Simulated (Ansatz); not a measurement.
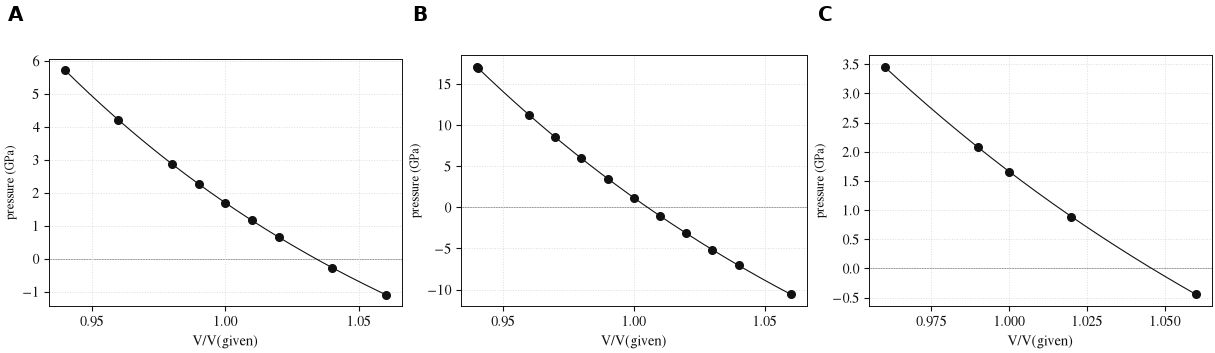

Each panel shows the pressure against V/V(given) for one of these solids: AgCl, Cmcm (No. 63), 20.4 Å³/atom; MgTe, P6_3mc (No. 186), 33.0 Å³/atom; ZrC, Fm-3m (No. 225), 13.0 Å³/atom.

Calculation (Ansatz 0.2.0): periodic Kohn-Sham DFT of a crystal at fixed atoms, scaled to the stated factor times the given cell; pressure positive in compression, energy less spherical unpolarised free atoms. Level: PBE.

### Match the panels to the solids.

A is AgCl (pressure from −1.090 GPa to 5.717 GPa); B is ZrC (pressure from −10.6 GPa to 17.1 GPa); C is MgTe (pressure from −0.445 GPa to 3.455 GPa).

For AgCl, limits of the calculation: field gradient without spin-orbit coupling on heavy atoms; shape and atomic fractions are frozen while scaling, which makes layered, chain and framework solids too stiff.

For MgTe, limits of the calculation: field gradient without spin-orbit coupling on heavy atoms; no spin-orbit coupling on heavy atoms; shape and atomic fractions are frozen while scaling, which makes layered, chain and framework solids too stiff.
